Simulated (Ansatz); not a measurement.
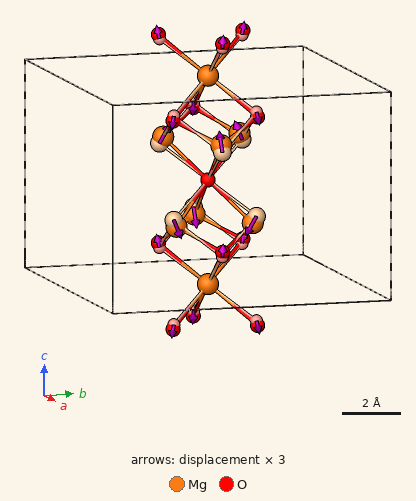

A relaxation of a wire of composition MgO. The starting structure is drawn faded, the final one solid; purple arrows show the displacements, 3 times their true length.

The picture is a ball-and-stick view of the cell of the calculation, with the vacuum cut short, seen slightly off an axis.

Case: wire along [1 1 1], 14 atoms a period.

Level of theory: Ansatz 0.2.0, DFT PBE, scalar-relativistic, plane waves, PAW. Settings: plane-wave cutoff 420 eV; k-point mesh 1 × 1 × 5; occupations gaussian; smearing width 0.05 eV; no spin polarisation; cell relaxed at fixed a, b, alpha, beta, gamma; force threshold 0.02 eV/Å; at most 45 steps.

Atoms of which element are displaced furthest, and by how much?

Answer. Magnesium: up to 0.27 Å, against 0.17 Å for oxygen.

What did the optimiser do to the structure, and how much energy did it gain?

Answer. After 6 accepted moves (7 points after the start) the energy has fallen by 4.654 eV per cell of the calculation. Largest force component: 3 eV/Å at the start, 0.0017 eV/Å at the end. At 1 point the geometry stayed and the basis and grid were re-selected for the new cell (energy shift of 0.6 meV per cell of the calculation at most each time). The largest moves, 0.27 Å, are those of Mg atoms. Largest moves by element: Mg 0.27 Å, O 0.17 Å. Along the periodic axis the drawn cell goes c 7.368 → 7.357 Å (−0.1 %). Among the contacts that change: Mg–Mg 3.008 → 2.732 Å, Mg–O 2.127 → 1.884 Å, Mg–Mg 3.008 → 2.778 Å, Mg–O 2.127 → 2.256 Å. Bond angles that change, for instance: O–Mg–O 90.0° → 109.4°, Mg–O–Mg 90.0° → 79.5°, Mg–O–Mg 90.0° → 100.5°.
